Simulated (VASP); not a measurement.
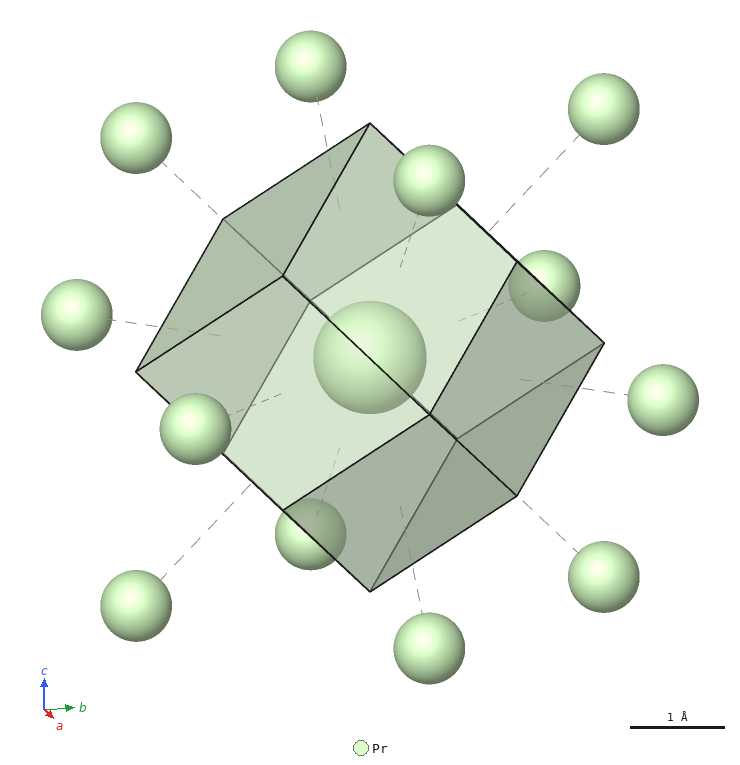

Voronoi cell (the region closer to this atom than to any other), computed from the atomic positions without radii. Central atom: Pr (4a) in Pr; faces take the colour of the neighbour behind them. Source: an entry of the Crystallography Open Database, as set up for an electronic-structure calculation.

Pr, space group Fm-3m (No. 225), a = 5.161 Å, b = 5.161 Å, c = 5.161 Å, α = 90.00°, β = 90.00°, γ = 90.00°

```
site  Wyckoff       x       y       z
  Pr       4a  0.0000  0.0000  0.0000
```

What is the volume of this Voronoi cell?

Answer. 34.4 Å³, equal to the mean volume per atom.

Tabulate the neighbours by distance and solid angle.

Answer.
```
neighbour  faces  distance (Å)  solid angle (% of sphere)
       Pr     12          3.65                      100.0
```
